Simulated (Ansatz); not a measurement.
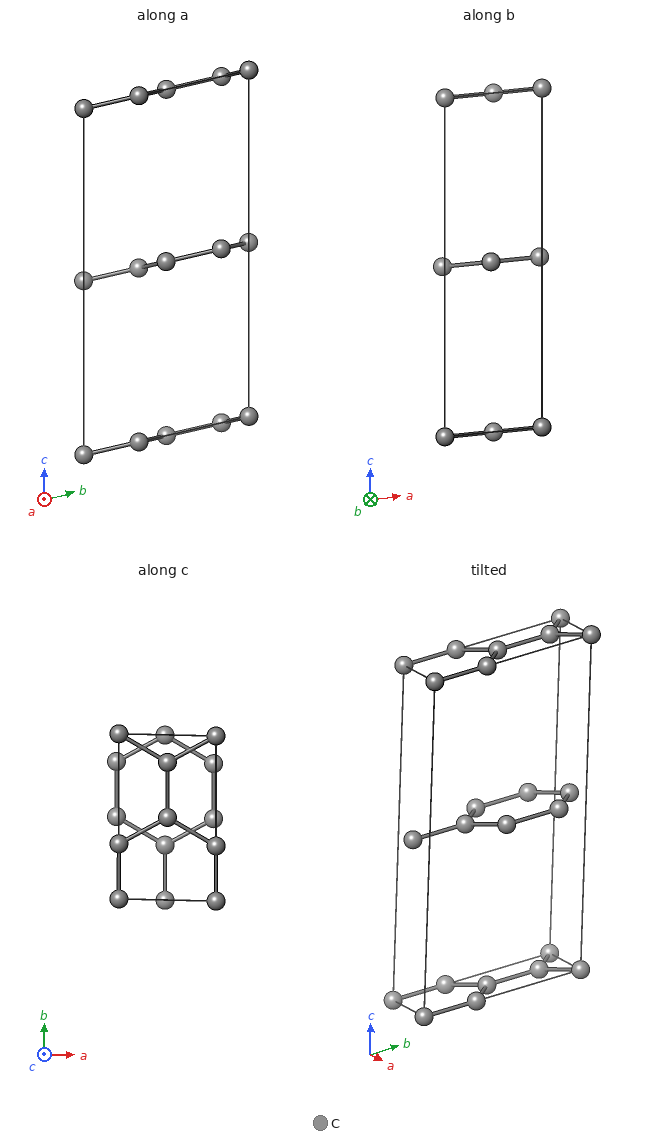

Ball-and-stick drawing of the structure, looking along the a axis, along the b axis, along the c axis and slightly off an axis. The lines enclose the unit cell; boundary atoms appear with their images.

Lattice parameters: a = 2.4639 Å, b = 4.2786 Å, c = 8.7829 Å, α = 76.975°, β = 84.396°, γ = 89.988°.

> Put the structure into a CIF in P1 with every atom of the cell, with free fractional coordinates to two decimals.

```cif
data_structure
_symmetry_space_group_name_H-M 'P 1'
_symmetry_Int_Tables_number 1
_cell_length_a 2.4639
_cell_length_b 4.2786
_cell_length_c 8.7829
_cell_angle_alpha 76.975
_cell_angle_beta 84.396
_cell_angle_gamma 89.988
_cell_volume 89.75
loop_
_atom_site_label
_atom_site_type_symbol
_atom_site_fract_x
_atom_site_fract_y
_atom_site_fract_z
_atom_site_occupancy
C1 C 0.00 0.00 0.00 1
C2 C 0.97 0.50 0.50 1
C3 C 0.47 0.00 0.50 1
C4 C 0.50 0.50 0.00 1
C5 C 0.00 0.33 0.00 1
C6 C 0.97 0.83 0.50 1
C7 C 0.47 0.33 0.50 1
C8 C 0.50 0.83 0.00 1
```

Starting structure: a structure type filled with this element by a generator (whether the element takes this form wasn't checked). What is shown is the relaxed result from DFT PBE, scalar-relativistic, plane waves, PAW (Ansatz 0.2.0).
